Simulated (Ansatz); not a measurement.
# Hf4C: a trial structure relaxed, part 2 of 2

The task: take a trial cell of Hf4C to zero force and stress.

Ansatz 0.2.0; DFT PBE, scalar-relativistic, plane waves, PAW.

## (4) Full relaxation

The end of the coarse run is made exact in the group found at a tolerance of 0.06 Å and reduced to its primitive cell.

The input, input.yaml:

```yaml
crystal:
  lattice:
    - [-3.0702345635, 3.0702345635, 2.67834548]
    - [3.0702345635, -3.0702345635, 2.67834548]
    - [3.0702345635, 3.0702345635, -2.67834548]
  atoms:
    - { symbol: Hf, position: [0.3257565769, 0.1578845111, 0.483641088] }
    - { symbol: Hf, position: [0.1578845111, 0.6742434231, 0.8321279341] }
    - { symbol: Hf, position: [0.6742434231, 0.8421154889, 0.516358912] }
    - { symbol: Hf, position: [0.8421154889, 0.3257565769, 0.1678720659] }
    - { symbol: C, position: [0.0, 0.0, 0.0] }
basis:
  ecutwfc: 420
kpoints:
  mp_grid: { grid: [10, 10, 10] }
hamiltonian:
  xc: pbe
scf:
  occupations: { method: gaussian, width: 0.1 }
output:
  forces: true
  stress: true
  eigenvalues: true
  write_density: true
  write_potential: true
  elf: true
  volumetric_format: npy
relax:
  adjacent_minimum: "off"
  f_tol: 0.01
  max_steps: 80
  cell: { stress_tol: 0.05 }
```

Command:

```console
$ ansatz run input.yaml --threads 1 --pin off --max-ram 2560MiB --backend cpu --events-out ev --progress --plain --runs-dir out
```

The program printed:

```text
Warning: RAYON_NUM_THREADS=1 ignored (pool sized by the plan → 1); use --threads N
Engine: ansatz 0.2.0, x86_64-unknown-linux-gnu
Pseudopotentials: kind: paw
Pseudopotential: Hf, paw, valence charge 26, recommended cutoff 420 eV (normal), Hf.paw.azcp
Pseudopotential: C, paw, valence charge 4, recommended cutoff 420 eV (normal), C.paw.azcp
Functional definition: PBE
  parameter kappa = 0.804
  parameter beta = 0.06672455060314922
  exchange = pbe_x(kappa = kappa, mu = beta*pi^2/3)
  correlation = pbe_c(beta = beta)
Crystal: 5 atoms, lattice volume = 100.988 Å³
Basis set: ecut = 420 eV, 1985 PW (Γ), exchange–correlation on 72×72×72 points (8 copies of the dense FFT grid, shifted against one another)
Bands: 65, of which v1, the nominal top of the filled ones, is band 54 counted from 1 (53 counted from 0)
Symmetry: 8 space group operations
Space group: I4/m (ITA 87), of the structure as read, at distance tolerance 4.7e-5 Å
k-points: 144 of 1000
Non-local potential: Hf, projectors of the file, l = 0: 3, l = 1: 2, l = 2: 2, l = 3: 3
Non-local potential: C, projectors of the file, l = 0: 2, l = 1: 2, l = 2: 1
PAW form: soft (Blöchl's): semilocal exchange-correlation on the pseudo side does not see the compensation charge
PAW one-centre angular grid: Hf, 590 points (default); XC on 64 Gauss nodes
PAW one-centre angular grid: C, 110 points (default); XC on 64 Gauss nodes
Initial density: superposition of atomic densities (neutral atoms: chi_scale 0, normalization atom), corrected by the library's trained network
Initial wavefunctions: pseudopotential atomic-orbital guess
Functional: x = pbe(κ = 0.804, μ = 0.2195149727645171), c = pbe(β = 0.06672455060314922)
SCF iter   1: F=—  HF=-63135.218307 eV  |F-HF|=—  |Δ(HF+E_count)|=         —  Δρ=6.95e-3  dr2=6.05e-2  ethr=1.77e-3  ⟨swp⟩=4.7  Hψ=27068  notcnv=0  defer=2
preconditioner: auto → Kerker (q_TF=auto, 2.759 Å⁻¹)  [metal: Δε(μ)=0.003 eV  Ē_g=16.884 eV  σ=0.100 eV  W_gap=0.02  n_scr=42 (ndim 8)  ℏωp=37.0 eV  f_vac=0.000  D(μ)=4.24/eV (n_scr^D=34)]
SCF iter   2: F=—  HF=-63135.208089 eV  |F-HF|=—  |Δ(HF+E_count)|=   1.02e-2  Δρ=4.27e-3  dr2=3.13e-2  ethr=5.60e-5  ⟨swp⟩=2.0  Hψ=11131  notcnv=0  defer=8
SCF iter   3: F=—  HF=-63135.200610 eV  |F-HF|=—  |Δ(HF+E_count)|=   7.48e-3  Δρ=1.19e-3  dr2=2.91e-3  ethr=2.90e-5  ⟨swp⟩=3.0  Hψ=14697  notcnv=0  defer=8
SCF iter   4: F=—  HF=-63135.199342 eV  |F-HF|=—  |Δ(HF+E_count)|=   1.27e-3  Δρ=7.88e-4  dr2=6.23e-4  ethr=2.69e-6  ⟨swp⟩=2.0  Hψ=16629  notcnv=0  defer=8
SCF iter   5: F=—  HF=-63135.199133 eV  |F-HF|=—  |Δ(HF+E_count)|=   2.09e-4  Δρ=3.95e-4  dr2=1.52e-4  ethr=5.77e-7  ⟨swp⟩=2.0  Hψ=13967  notcnv=0  defer=8
SCF iter   6: F=—  HF=-63135.199123 eV  |F-HF|=—  |Δ(HF+E_count)|=   1.04e-5  Δρ=8.88e-5  dr2=8.01e-6  ethr=1.41e-7  ⟨swp⟩=2.0  Hψ=10339  notcnv=0  defer=8
SCF iter   7: F=—  HF=-63135.199124 eV  |F-HF|=—  |Δ(HF+E_count)|=   5.27e-7  Δρ=2.62e-5  dr2=7.13e-7  ethr=7.42e-9  ⟨swp⟩=2.0  Hψ=16643  notcnv=0  defer=9
SCF iter   8: F=—  HF=-63135.199124 eV  |F-HF|=—  |Δ(HF+E_count)|=   5.92e-8  Δρ=5.84e-6  dr2=3.66e-8  ethr=9.26e-11  ⟨swp⟩=12.3  Hψ=77255  notcnv=0
SCF iter   9: F=-63135.199124 eV  HF=-63135.199124 eV  |F-HF|=4.39e-9  |Δ(HF+E_count)|=   4.11e-9  Δρ=1.92e-6  dr2=5.82e-9  ethr=3.39e-11  ⟨swp⟩=8.3  Hψ=64274  notcnv=0
SCF 1 converged in 9 iterations: F = -63135.199124 eV  dr2 = 5.82e-9
relax step   1: F+E_penalty+E_count = -63135.19912355 eV  Δ(F+E_penalty+E_count) = +0.000e0 eV  max|allowed force component| = 1.100e-2 eV/Å  Δτ_max = 0.0000 Å  P = -0.066 GPa  Ω = 100.988 Å³  (9 SCF iters, dr2 threshold 1.00e-7 eV, accepted)
Crystal: 5 atoms, lattice volume = 100.922 Å³
Initial density: handed on by an earlier stage of this run
Initial wavefunctions: those handed on with the density
iter 1 solved again at ethr=3.79e-7 eV; its pass at ethr=3.10e-3 eV (dr2=4.10e-4 eV) is discarded
SCF iter   1: F=—  HF=-63135.199119 eV  |F-HF|=—  |Δ(HF+E_count)|=         —  Δρ=6.22e-4  dr2=4.03e-4  ethr=3.79e-7  ⟨swp⟩=2.0  Hψ=38904  notcnv=0
preconditioner: auto → Kerker (q_TF=auto, 2.759 Å⁻¹)  [metal: Δε(μ)=0.008 eV  Ē_g=16.854 eV  σ=0.100 eV  W_gap=0.04  n_scr=42 (ndim 8)  ℏωp=37.0 eV  f_vac=0.000  D(μ)=4.34/eV (n_scr^D=42)]
SCF iter   2: F=—  HF=-63135.199051 eV  |F-HF|=—  |Δ(HF+E_count)|=   6.79e-5  Δρ=3.37e-4  dr2=1.49e-4  ethr=3.73e-7  ⟨swp⟩=2.0  Hψ=10060  notcnv=0
SCF iter   3: F=—  HF=-63135.199014 eV  |F-HF|=—  |Δ(HF+E_count)|=   3.71e-5  Δρ=7.32e-5  dr2=1.51e-5  ethr=1.38e-7  ⟨swp⟩=2.0  Hψ=10550  notcnv=0
SCF iter   4: F=—  HF=-63135.199011 eV  |F-HF|=—  |Δ(HF+E_count)|=   3.57e-6  Δρ=4.38e-5  dr2=1.95e-6  ethr=1.39e-8  ⟨swp⟩=2.0  Hψ=17155  notcnv=0
SCF iter   5: F=—  HF=-63135.199009 eV  |F-HF|=—  |Δ(HF+E_count)|=   1.81e-6  Δρ=2.12e-5  dr2=4.91e-7  ethr=1.81e-9  ⟨swp⟩=2.0  Hψ=17140  notcnv=0
SCF iter   6: F=—  HF=-63135.199009 eV  |F-HF|=—  |Δ(HF+E_count)|=   1.30e-7  Δρ=6.38e-6  dr2=6.80e-8  ethr=4.55e-10  ⟨swp⟩=2.0  Hψ=14547  notcnv=0
SCF iter   7: F=-63135.199009 eV  HF=-63135.199009 eV  |F-HF|=2.26e-9  |Δ(HF+E_count)|=  2.91e-10  Δρ=2.22e-6  dr2=6.70e-9  ethr=1.14e-11  ⟨swp⟩=8.1  Hψ=62527  notcnv=0
SCF 2 converged in 7 iterations: F = -63135.199009 eV  dr2 = 6.70e-9
relax step   2: F+E_penalty+E_count = -63135.19900891 eV  Δ(F+E_penalty+E_count) = +1.146e-4 eV  max|allowed force component| = 2.628e-2 eV/Å  Δτ_max = 0.0047 Å  P = +0.112 GPa  Ω = 100.922 Å³  energy of the carried Pulay correction = +3.903e-5 eV  (7 SCF iters, dr2 threshold 1.23e-8 eV, rejected (line search))
Crystal: 5 atoms, lattice volume = 100.964 Å³
iter 1 solved again at ethr=1.78e-7 eV; its pass at ethr=3.10e-3 eV (dr2=1.92e-4 eV) is discarded
SCF iter   1: F=—  HF=-63135.199224 eV  |F-HF|=—  |Δ(HF+E_count)|=         —  Δρ=4.32e-4  dr2=1.89e-4  ethr=1.78e-7  ⟨swp⟩=2.0  Hψ=38775  notcnv=0
preconditioner: auto → Kerker (q_TF=auto, 2.759 Å⁻¹)  [metal: Δε(μ)=0.005 eV  Ē_g=16.850 eV  σ=0.100 eV  W_gap=0.03  n_scr=42 (ndim 8)  ℏωp=37.0 eV  f_vac=0.000  D(μ)=4.39/eV (n_scr^D=42)]
SCF iter   2: F=—  HF=-63135.199197 eV  |F-HF|=—  |Δ(HF+E_count)|=   2.71e-5  Δρ=2.36e-4  dr2=7.22e-5  ethr=1.75e-7  ⟨swp⟩=1.9  Hψ=9711  notcnv=0
SCF iter   3: F=—  HF=-63135.199176 eV  |F-HF|=—  |Δ(HF+E_count)|=   2.04e-5  Δρ=4.87e-5  dr2=6.47e-6  ethr=6.69e-8  ⟨swp⟩=2.0  Hψ=10609  notcnv=0
SCF iter   4: F=—  HF=-63135.199174 eV  |F-HF|=—  |Δ(HF+E_count)|=   1.99e-6  Δρ=3.08e-5  dr2=9.65e-7  ethr=5.99e-9  ⟨swp⟩=2.0  Hψ=17157  notcnv=0
SCF iter   5: F=—  HF=-63135.199174 eV  |F-HF|=—  |Δ(HF+E_count)|=   7.56e-7  Δρ=1.48e-5  dr2=2.31e-7  ethr=8.93e-10  ⟨swp⟩=2.0  Hψ=17143  notcnv=0
SCF iter   6: F=—  HF=-63135.199174 eV  |F-HF|=—  |Δ(HF+E_count)|=   5.85e-8  Δρ=4.22e-6  dr2=2.94e-8  ethr=2.14e-10  ⟨swp⟩=2.0  Hψ=14651  notcnv=0
SCF iter   7: F=—  HF=-63135.199174 eV  |F-HF|=—  |Δ(HF+E_count)|=  1.89e-10  Δρ=1.50e-6  dr2=3.06e-9  ethr=2.73e-11  ⟨swp⟩=3.0  Hψ=17640  notcnv=0
SCF iter   8: F=—  HF=-63135.199174 eV  |F-HF|=—  |Δ(HF+E_count)|=  2.18e-10  Δρ=3.19e-7  dr2=1.15e-10  ethr=2.83e-12  ⟨swp⟩=2.0  Hψ=14832  notcnv=0
SCF iter   9: F=-63135.199174 eV  HF=-63135.199174 eV  |F-HF|=1.46e-11  |Δ(HF+E_count)|=  1.46e-11  Δρ=1.01e-7  dr2=9.64e-12  ethr=1.00e-12  ⟨swp⟩=6.4  Hψ=49328  notcnv=0
SCF 3 converged in 9 iterations: F = -63135.199174 eV  dr2 = 9.64e-12
relax step   3: F+E_penalty+E_count = -63135.19917365 eV  Δ(F+E_penalty+E_count) = -5.010e-5 eV  max|allowed force component| = 1.535e-3 eV/Å  Δτ_max = 0.0014 Å  P = -0.006 GPa  Ω = 100.964 Å³  energy of the carried Pulay correction = +1.422e-5 eV  (9 SCF iters, accepted)
Initial wavefunctions: pseudopotential atomic-orbital guess (no wavefunctions were taken with the density)
iter 1 solved again at ethr=2.08e-8 eV; its pass at ethr=3.10e-3 eV (dr2=2.25e-5 eV) is discarded
SCF iter   1: F=—  HF=-63135.199163 eV  |F-HF|=—  |Δ(HF+E_count)|=         —  Δρ=8.77e-7  dr2=2.54e-10  ethr=2.08e-8  ⟨swp⟩=3.7  Hψ=55984  notcnv=0
eigensolver tolerance schedule: the retry pair's looser diagonalisation over-reported the residual by 88649.73 of it (diagonalisation noise at 1.47 of the residual, at the tolerance the schedule requests for it); recorded, not acted on — ethr = c·dr2/N_el stays at c = 1.0e-1
preconditioner: auto → Kerker (q_TF=auto, 2.759 Å⁻¹)  [metal: Δε(μ)=0.006 eV  Ē_g=16.852 eV  σ=0.100 eV  W_gap=0.03  n_scr=42 (ndim 8)  ℏωp=37.0 eV  f_vac=0.000  D(μ)=4.38/eV (n_scr^D=42)]
SCF iter   2: F=—  HF=-63135.199164 eV  |F-HF|=—  |Δ(HF+E_count)|=   1.43e-6  Δρ=4.75e-7  dr2=8.58e-11  ethr=1.00e-12  ⟨swp⟩=4.0  Hψ=28988  notcnv=0
SCF iter   3: F=-63135.199164 eV  HF=-63135.199164 eV  |F-HF|=4.37e-11  |Δ(HF+E_count)|=  2.91e-11  Δρ=3.08e-7  dr2=2.76e-11  ethr=1.00e-12  ⟨swp⟩=9.0  Hψ=56390  notcnv=0
SCF 4 converged in 3 iterations: F = -63135.199164 eV  dr2 = 2.76e-11
relax step   4: F+E_penalty+E_count = -63135.19916396 eV  Δ(F+E_penalty+E_count) = +9.693e-6 eV  max|allowed force component| = 1.541e-3 eV/Å  Δτ_max = 0.0000 Å  P = -0.005 GPa  Ω = 100.964 Å³  stress off target by 1.44e-2 GPa  SCF on the basis re-selected at this cell (its energy is not comparable with the rows above)  (3 SCF iters)
basis re-selected at this cell: Δ(F+E_penalty+E_count) = +9.693e-6 eV, ΔP = +0.000 GPa vs the last step (what re-selecting the basis moved, of the pressure what is left beyond the Pulay correction that the steps carried, after the strain that the cell walked since its last selection, with what the two solves' SCF thresholds leave and, on support functions, any second-order correction that the steps lacked; it is no measure of the basis error at this ecutwfc). This SCF's stress stands 1.44e-2 GPa from its target on what of the cell is left free (relax.cell.stress_tol is 5.00e-2 GPa) and its largest allowed force component is 1.54e-3 eV/Å (relax.f_tol is 1.00e-2 eV/Å): within both
SCF converged after 3 iterations
Free energy (F): -63135.199164 eV
Harris-Foulkes:  -63135.199164 eV  (|F-HF|=4.37e-11)
Internal energy: -63135.177263 eV  (E = F + TS)
E sigma→0 (E₀):  -63135.188213 eV
Entropy (-TS):   -0.021901 eV (-4.380 meV/atom)
Fermi energy:    17.976534 eV
--- Per-component energies (eV) ---
  E_band       = 12.654473
  E_kinetic    = 1783.178462
  E_local      = -21810.219984  (includes V_loc(G=0)·N_el)
  E_nonlocal   = -4949.517421
  E_hartree    = 10215.594456
  E_xc         = -1247.927401
  E_vxc        = -1123.657354  (∫ρ·V_xc dr)
  E_paw        = -27809.998217  (= ΣΔE_a)
  E_vpaw       = 5681.681206  (= ΣTr[D̂ρ^β])
  E_aug_tail   = 0.000001  (compensation charges beyond the density's cutoff)
  E_ewald      = -19316.287158
  E_smearing   = -0.021901  (= −TS)
  E_closure    = -0.000000  (closes the sum)
  Σ components = -63135.199164   (vs F -63135.199164, Δ=0.00e0)
--- Forces (eV/Å), atoms counted from 1 ---
  atom   1  Hf    -0.00035333    -0.00154058    -0.00000000
  atom   2  Hf     0.00154058    -0.00035333     0.00000000
  atom   3  Hf     0.00035333     0.00154058     0.00000000
  atom   4  Hf    -0.00154058     0.00035333    -0.00000000
  atom   5  C      0.00000000     0.00000000    -0.00000000
  max |Σ_I F_I| component: 6.31e-29 eV/Å
--- Stress (GPa, compression-positive) ---
       -0.000999      -0.000000      -0.000000
        0.000000      -0.000999       0.000000
       -0.000000       0.000000      -0.014353
  P = ⅓ Tr σ = -0.0055 GPa (-0.055 kbar)
--- Band table (eV; the first three rows and the last of 144) ---
  k-point 0: bands = ["-43.7036", "-43.6523", "-43.6125", "-43.6125", "-12.7067", "-12.5660", "-12.5660", "-12.5026", "-12.5021", "-12.5021", "-12.4309", "-12.2848", "-12.1670", "-12.0759", "-11.9461", "-11.9461", "6.3029", "6.3163", "6.3226", "6.3289", "6.3395", "6.3395", "6.3433", "6.3479", "6.3479", "6.3491", "6.3553", "6.3656", "6.3722", "6.3826", "6.3826", "6.3836", "6.3836", "6.3899", "6.4058", "6.4090", "6.4130", "6.4130", "6.4132", "6.4132", "6.4134", "6.4239", "6.4239", "6.4370", "7.7755", "12.8844", "14.3057", "14.8513", "14.8513", "16.1849", "17.1804", "17.1804", "17.5846", "18.1774", "18.5658", "18.5658", "19.3602", "19.3712", "20.4862", "21.3692", "21.3692", "21.3873", "21.3873", "21.7424", "22.4176"]
  k-point 1: bands = ["-43.7017", "-43.6527", "-43.6142", "-43.6124", "-12.7008", "-12.5777", "-12.5662", "-12.5586", "-12.5070", "-12.4338", "-12.4152", "-12.2709", "-12.1790", "-12.0774", "-11.9648", "-11.9465", "6.3041", "6.3171", "6.3232", "6.3285", "6.3400", "6.3411", "6.3411", "6.3456", "6.3498", "6.3508", "6.3552", "6.3652", "6.3723", "6.3818", "6.3828", "6.3834", "6.3844", "6.3909", "6.4055", "6.4058", "6.4087", "6.4118", "6.4133", "6.4133", "6.4181", "6.4229", "6.4262", "6.4375", "7.8221", "12.8266", "14.3515", "14.8437", "15.0041", "16.2332", "16.8388", "17.0940", "17.6705", "18.1609", "18.5402", "18.5738", "19.3021", "19.4905", "20.4157", "21.0612", "21.2205", "21.3870", "21.6785", "21.8975", "22.5251"]
  k-point 2: bands = ["-43.6965", "-43.6535", "-43.6190", "-43.6120", "-12.6803", "-12.6046", "-12.5956", "-12.5668", "-12.5088", "-12.3898", "-12.3641", "-12.2377", "-12.2129", "-12.0825", "-12.0110", "-11.9484", "6.3071", "6.3192", "6.3235", "6.3290", "6.3384", "6.3414", "6.3422", "6.3444", "6.3504", "6.3549", "6.3557", "6.3643", "6.3723", "6.3803", "6.3805", "6.3852", "6.3864", "6.3926", "6.3999", "6.4041", "6.4045", "6.4086", "6.4135", "6.4149", "6.4208", "6.4224", "6.4306", "6.4384", "7.9457", "12.7319", "14.4782", "14.8156", "15.3171", "16.3520", "16.3700", "16.8958", "17.6339", "17.9901", "18.4644", "18.5988", "19.1836", "19.7979", "20.2642", "20.5076", "20.9276", "21.6780", "22.0018", "22.3049", "22.7297"]
  k-point 143: bands = ["-43.6528", "-43.6456", "-43.6456", "-43.6373", "-12.7944", "-12.7135", "-12.6108", "-12.4466", "-12.4323", "-12.4323", "-12.3061", "-12.1426", "-12.1225", "-12.1225", "-12.0419", "-12.0419", "6.3102", "6.3318", "6.3318", "6.3349", "6.3349", "6.3405", "6.3455", "6.3492", "6.3511", "6.3669", "6.3673", "6.3771", "6.3771", "6.3779", "6.3813", "6.3813", "6.3873", "6.3913", "6.3916", "6.3916", "6.3981", "6.3981", "6.4017", "6.4080", "6.4222", "6.4231", "6.4231", "6.4391", "8.4224", "13.8014", "13.8014", "15.0273", "15.7450", "16.2303", "16.7192", "16.7192", "17.6984", "17.7576", "17.7576", "18.0942", "18.3256", "18.4345", "20.0177", "20.9232", "20.9232", "21.0533", "21.1116", "22.6447", "22.6447"]
--- Relaxed structure (3 steps of the walk, 2 accepted, 1 SCFs on fresh bases) ---
  F+E_penalty+E_count = -63135.19916396 eV   max|allowed force component| = 1.541e-3 eV/Å   (the final SCF, on the basis selected at the relaxed cell)
  cell:  # Å, volume = 100.9639 Å³
    - [-3.0706637543890114, 3.0706637543890114, 2.6769587600010065]
    - [3.0706637543890114, -3.0706637543890114, 2.6769587600010065]
    - [3.0706637543890114, 3.0706637543890114, -2.6769587600010065]
  atoms:
    - { symbol: Hf, position: [0.3257175212564125, 0.15766759369208483, 0.48338511494849734] }
    - { symbol: Hf, position: [0.1576675936920849, 0.6742824787435876, 0.8319500724356725] }
    - { symbol: Hf, position: [0.6742824787435874, 0.8423324063079151, 0.5166148850515024] }
    - { symbol: Hf, position: [0.842332406307915, 0.3257175212564125, 0.16804992756432754] }
    - { symbol: C, position: [7.06266671201524e-21, -7.945500051017142e-21, -8.82833339001901e-22] }
```

Wall time 8.8 min (1 thread of Intel Xeon at 2.50GHz (Skylake/Cascade Lake), shared host); peak memory 0.89 GiB.

Relaxation path:

| step | E - E(step 1) (eV/cell) | largest force component (eV/Å) | pressure (GPa) | volume (Å³) |
| --- | --- | --- | --- | --- |
| 1 | 0.0000 | 0.0110 | -0.07 | 100.99 |
| 2 | 0.0001 | 0.0263 | 0.11 | 100.92 |
| 3 | -0.0001 | 0.0015 | -0.01 | 100.96 |
| 4 | 0.0000 | 0.0015 | -0.01 | 100.96 |

Step 1 is the start. Step 4 repeats the geometry before it on a plane-wave basis chosen anew for that cell, so its energy need not be comparable with the rows above. Step 2 was tried and not accepted.

Lengths and angles in the start's conventional setting:

|  | before | after | change |
| --- | --- | --- | --- |
| a (Å) | 6.140 | 6.141 | 0.0 % |
| b (Å) | 6.140 | 6.141 | 0.0 % |
| c (Å) | 5.357 | 5.354 | -0.1 % |
| volume (Å³/atom) | 20.20 | 20.19 | 0.0 % |
| shortest distance (Å) | 2.223 | 2.222 | 0.0 % |
| space group (0.01 Å) | I4/m | I4/m | same |

The run keeps the 8 symmetry operations of the start, so it could not have lowered the symmetry.

The maps below are laid out on this run's own conventional cell (a, b, c = 6.141, 6.141, 5.354 Å).

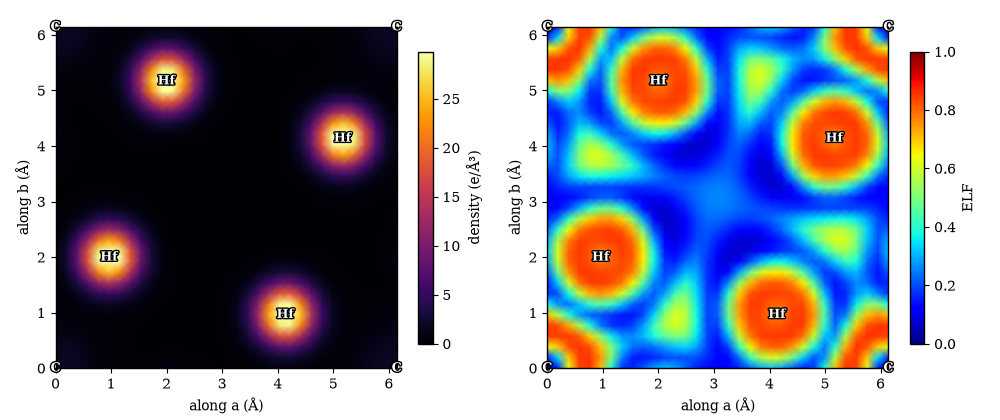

Density (left) and ELF (right) in a lattice plane of the grid's cell (edges 6.14 and 6.14 Å, at 0.000 of the third edge), which holds Hf and C. Only atoms in the plane are labelled; the density scale stops at 29.82 e/Å³. Both are smooth fields of the valence electrons: close to the nuclei they are not physical.

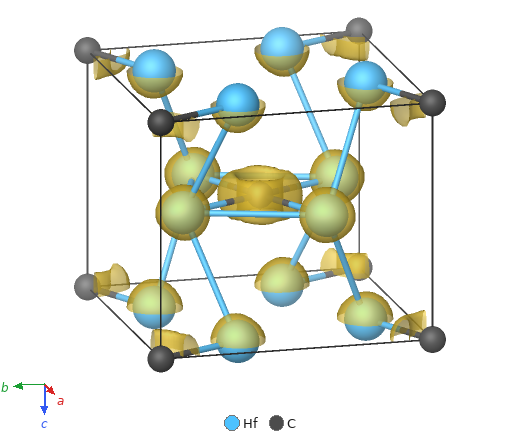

Surface of ELF = 0.79, drawn in one cell.

Maxima of ELF outside the ion cores: 0.86 in the shell around C, 0.7 Å from C; 0.85 on the C–Hf line, 0.8 Å from C; 0.71 between the atoms, 1.9 Å from Hf.

## (5) What came out

This closing draws on all 2 parts. Changes of volume or cell count from the first structure of part 1.

```
                              quantity                                                                      value
symmetry at the end (tolerance 0.05 Å)                                                  space group I4/m (No. 87)
                     conventional cell  a = 6.141 Å, b = 6.141 Å, c = 5.354 Å, α = 90.00°, β = 90.00°, γ = 90.00°
                                volume                                                              20.19 Å³/atom
              energy over the elements                                                              +0.24 eV/atom
                       gap on the mesh                                                               none (metal)
```

What this shows: The space group I4/m (No. 87) is kept, and the volume per atom grows by 25.9 % from the first guess. The formation energy is positive, so the separate elements lie lower. No finished test with a distortion of lower symmetry is shown, so the end may be a saddle point. The runs treat Hf without spin-orbit coupling.
